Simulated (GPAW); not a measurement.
# 3d dopants in WS2: moments across the series

One cation of WS2 is replaced by one 3d element after another. What moment does each carry?

Main program and level: GPAW 26.7.0; PBE; plane waves with GPAW's PAW setups, scalar-relativistic.

## Step 1: The structure

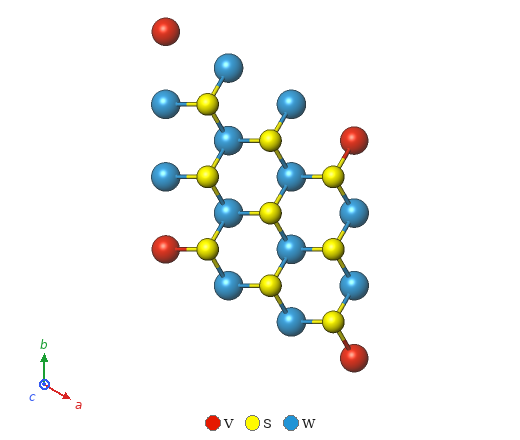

The cell as given, from above (vanadium red, sulfur yellow, tungsten blue). Bonds to atoms that aren't drawn are left out. Some periodic images of atoms are drawn too.

The cell holds 27 atoms: 1 V, 18 S and 8 W. Its edges and angles: a = 9.459 Å, b = 9.459 Å, c = 16.140 Å, α = 90.0°, β = 90.0°, γ = 120.0°. Model cell: substitutional dopants on the host's lattice, its constants typed without a cited source, atoms not relaxed. Vacuum lies along c.

This is the first member shown.

## Step 2: The first member

This run shows input and output; the others differ as the table says.

Input file order1.py:

```python
import json
import numpy as np
from ase import Atoms
from ase.parallel import paropen, parprint
from gpaw import GPAW

atoms = Atoms(['V', 'S', 'S', 'W', 'S', 'S', 'W', 'S', 'S', 'W', 'S', 'S', 'W', 'S', 'S', 'W', 'S', 'S', 'W', 'S', 'S', 'W', 'S', 'S', 'W', 'S', 'S'],
    cell=[[9.459, 0.0, 0.0],
         [-4.7295, 8.191734, 0.0],
         [0.0, -0.0, 16.14]],
    scaled_positions=[[0.0, 0.0, 0.5],
         [0.222222, 0.111111, 0.597274],
         [0.222222, 0.111111, 0.402726],
         [0.0, 0.333333, 0.5],
         [0.222222, 0.444444, 0.597274],
         [0.222222, 0.444444, 0.402726],
         [0.0, 0.666667, 0.5],
         [0.222222, 0.777778, 0.597274],
         [0.222222, 0.777778, 0.402726],
         [0.333333, 0.0, 0.5],
         [0.555556, 0.111111, 0.597274],
         [0.555556, 0.111111, 0.402726],
         [0.333333, 0.333333, 0.5],
         [0.555556, 0.444444, 0.597274],
         [0.555556, 0.444444, 0.402726],
         [0.333333, 0.666667, 0.5],
         [0.555556, 0.777778, 0.597274],
         [0.555556, 0.777778, 0.402726],
         [0.666667, 0.0, 0.5],
         [0.888889, 0.111111, 0.597274],
         [0.888889, 0.111111, 0.402726],
         [0.666667, 0.333333, 0.5],
         [0.888889, 0.444444, 0.597274],
         [0.888889, 0.444444, 0.402726],
         [0.666667, 0.666667, 0.5],
         [0.888889, 0.777778, 0.597274],
         [0.888889, 0.777778, 0.402726]],
    pbc=True,
    magmoms=[2.0, 0.0, 0.0, 0.0, 0.0, 0.0, 0.0, 0.0, 0.0, 0.0, 0.0, 0.0, 0.0, 0.0, 0.0, 0.0, 0.0, 0.0, 0.0, 0.0, 0.0, 0.0, 0.0, 0.0, 0.0, 0.0, 0.0])
atoms.calc = GPAW(mode={'name': 'pw', 'ecut': 450},
    xc='PBE',
    kpts={'size': (4, 4, 1), 'gamma': True},
    occupations={'name': 'fermi-dirac', 'width': 0.05},
    convergence={'density': 1e-05, 'energy': 1e-05},
    maxiter=200,
    mixer={'name': 'pulay', 'beta': 0.05, 'nmaxold': 6, 'weight': 50},
    symmetry={'tolerance': 1e-4},
    txt='order1.txt')
e = atoms.get_potential_energy(force_consistent=True)
res = {'free_energy': e, 'energy_sigma0': atoms.get_potential_energy(), 'fermi_energy': atoms.calc.get_fermi_level()}
res['moments'] = atoms.get_magnetic_moments().tolist()
res['total'] = atoms.get_magnetic_moment()
parprint('site moments (muB):', np.round(res['moments'], 3))
parprint(f"total moment: {res['total']:.3f} muB")
parprint(f'free energy: {e:.6f} eV')
atoms.calc.write('order1.gpw')
with paropen('results.json', 'w') as f:
    json.dump(res, f)
```

Started as:

```
> OMP_NUM_THREADS=1 mpirun -n 4 gpaw python order1.py > order1.log
```

Numbers of over 12 decimals in the logs are rounded to 6 here.

The program printed:

```text
site moments (muB): [-0.001 -0.    -0.    -0.     0.     0.    -0.     0.     0.    -0.
 -0.    -0.    -0.    -0.    -0.    -0.     0.     0.    -0.    -0.
 -0.    -0.    -0.    -0.    -0.    -0.    -0.   ]
total moment: -0.004 muB
free energy: -196.885204 eV

--- order1.txt ---
Input parameters:
  mode=PW(ecut=450),
  convergence={'density': 1e-05, 'energy': 1e-05},
  kpts=MonkhorstPack(size=(4, 4, 1), gamma=True),
  maxiter=200,
  mixer=Pulay(name='pulay', nmaxold=6, beta=0.05, weight=50, sigma=0.015, g_ss=None),
  occupations=Occupations(name='fermi-dirac', width=0.05),
  symmetry=Symmetry(tolerance=0.0001),
  xc=XC(name='PBE')

Diagonalizing LCAO Hamiltonian
Converting LCAO to pw mode

               S      S       S
                 S       S      S
          W       W       W
                   S       S       S
             W S    W S     W S
               V S     W S    W S

                   S       S       S

Atoms  # Å, Bohr magnetons
|    | symbol |         x |        y |        z |    initial magnetic moments |
|----|--------|-----------|----------|----------|-----------------------------|
|  0 |      V |  0.000000 | 0.000000 | 8.070000 | ( 0.0000,  0.0000,  2.0000) |
|  1 |      S |  1.576498 | 0.910192 | 9.640002 | ( 0.0000,  0.0000,  0.0000) |
|  2 |      S |  1.576498 | 0.910192 | 6.499998 | ( 0.0000,  0.0000,  0.0000) |
|  3 |      W | -1.576498 | 2.730575 | 8.070000 | ( 0.0000,  0.0000,  0.0000) |
|  4 |      S |  0.000000 | 3.640767 | 9.640002 | ( 0.0000,  0.0000,  0.0000) |
|  5 |      S |  0.000000 | 3.640767 | 6.499998 | ( 0.0000,  0.0000,  0.0000) |
[...]
Zero:              0.966757
  External:          0.000000
  Xc:             -180.884575
  Entropy:          -0.085640
  Spinorbit:         0.000000
  ----------------------------
  Free energy:    -196.885204
  Extrapolated:   -196.842384

dipole moment: (-14.886614, -99.191318, 0.000155)  # |e|*Ang

Total magnetic moment: (0.000000, 0.000000, -0.004302)

Local magnetic moments
|        x |        y |         z |
|----------|----------|-----------|
| 0.000000 | 0.000000 | -0.001008 |  # V    0
| 0.000000 | 0.000000 | -0.000034 |  # S    1
| 0.000000 | 0.000000 | -0.000034 |  # S    2
| 0.000000 | 0.000000 | -0.000298 |  # W    3
| 0.000000 | 0.000000 |  0.000005 |  # S    4
[...]
| 0.000000 | 0.000000 | -0.000001 |  # S   23
| 0.000000 | 0.000000 | -0.000298 |  # W   24
| 0.000000 | 0.000000 | -0.000034 |  # S   25
| 0.000000 | 0.000000 | -0.000034 |  # S   26

Fermi level: -0.508
Eigenvalues  # (at kpt = [0.000, 0.000, 0.000])
| band index |      eig [eV] | occ [0-1] |      eig [eV] | occ [0-1] |
|------------|---------------|-----------|---------------|-----------|
|          0 |       -74.314 |     1.000 |       -74.314 |     1.000 |
|        ... |               |           |               |           |
|        106 |        -1.801 |     1.000 |        -1.801 |     1.000 |
|        107 |        -1.801 |     1.000 |        -1.801 |     1.000 |
|        108 |        -1.721 |     1.000 |        -1.722 |     1.000 |
|        109 |        -1.721 |     1.000 |        -1.722 |     1.000 |
[...]
|        119 |         1.728 |     0.000 |         1.727 |     0.000 |
|        120 |         1.728 |     0.000 |         1.727 |     0.000 |
|        121 |         1.876 |     0.000 |         1.876 |     0.000 |
|        ... |               |           |               |           |
|        144 |         3.499 |     0.000 |         3.499 |     0.000 |

No gap
No difference between direct/indirect transitions

[key lines of the parts left out:]
Converged in 61 steps
```

Run time: 8.6 min. Hardware: 4 MPI ranks of AMD EPYC 9B45 (Zen 5), shared host; peak memory 3.6 GiB.

After 61 cycles the seed has died away: no moment is left.

## Step 3: The series

All use a 4×4×1 mesh. Each dopant starts with a moment; a run without spin polarisation gives the energy that the moment gains.

```
dopant  moment in its sphere (μB)  net moment (μB a cell)  largest moment elsewhere (μB)  gain by spin polarisation (meV)
     V                      -0.00                    0.00                          -0.00                               -0
    Cr                      +0.00                    0.00                          -0.00                               -0
    Mn                      +1.25                    1.00                          -0.01                               77
    Fe                      +1.93                    2.00                          +0.01                              292
    Co                      +1.79                    3.00                          +0.08                              343
    Ni                      +1.27                    3.90                          +0.15                              231
    Cu                      -0.00                    0.01                          +0.00                               -0
```

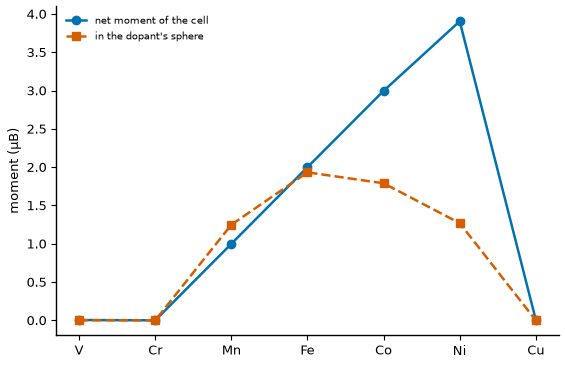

Moments across the 3d series.

## Step 4: Results

```json
{
 "largest net moment": "3.90 μB (Ni)",
 "within 0.02 of a whole number of μB": "Mn 1.00, Fe 2.00, Co 3.00",
 "no settled moment": "V, Cr, Cu"
}
```

The net moment is largest for Ni, 3.90 μB, and vanishes or is a mere residue for V, Cr and Cu. Mn, Fe and Co give a whole number of μB, as a fixed count of unpaired electrons does. Each dopant had one start, so another spin state can lie lower; in so small a cell the dopant levels widen into bands, and with the smearing this can quench a moment. The atoms were not relaxed, which can shift moments and couplings. Trends hold for the rows shown; the series may have further members. Spin–orbit coupling is left out.

[Logs and program files are shortened in this print: banners, set-up blocks, solver, clock and traceback lines can be left out without a mark of their own.]

[Logs are printed without paths, hosts, clocks, repeated set-up lines and the standing remarks that a program may print on its own settings, such as how far it seeks lower states.]

[Hosts, paths, dates, database ids (printed as entryN), source tags and the programs' standing remarks are cut or masked in the printed files.]

[Where a cell is said to come from a database of computed structures, the database is the Materials Project.]
